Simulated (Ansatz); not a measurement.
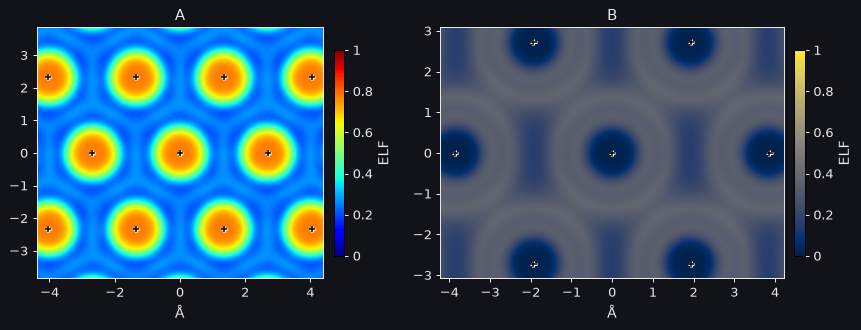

The ELF of 2 systems, each on a plane through atoms (crosses mark nuclei in the plane).

Method: Ansatz, Kohn-Sham DFT of a periodic cell, PBEsol, Ansatz PAW.

System 1: Sn, the (011̄) plane of the conventional cell. Space group Im-3m; a structure from a database of computed crystals, not necessarily the ambient phase; computed pressure about −4 GPa in this cell.

```xyz
2
Lattice="3.8636 0.0000 0.0000 0.0000 3.8636 0.0000 0.0000 0.0000 3.8636" Properties=species:S:1:pos:R:3 pbc="T T T"
Sn    0.0000    0.0000    0.0000
Sn    1.9318    1.9318    1.9318
```

System 2: Rh, the (001) plane of the conventional cell. Space group P6₃/mmc; a structure from a database of computed crystals, not necessarily the ambient phase; computed pressure about −4 GPa in this cell.

**Match each panel to its system.**

Panel A is system 2, Rh: the plane holds Rh. Rh–Rh (2.69 Å): the ELF is about 0.25 at the midpoint: no shared electron pair shows on this line. Panel B is system 1, Sn: the plane holds Sn. Sn–Sn (3.35 Å): the ELF is about 0.35 at the midpoint.
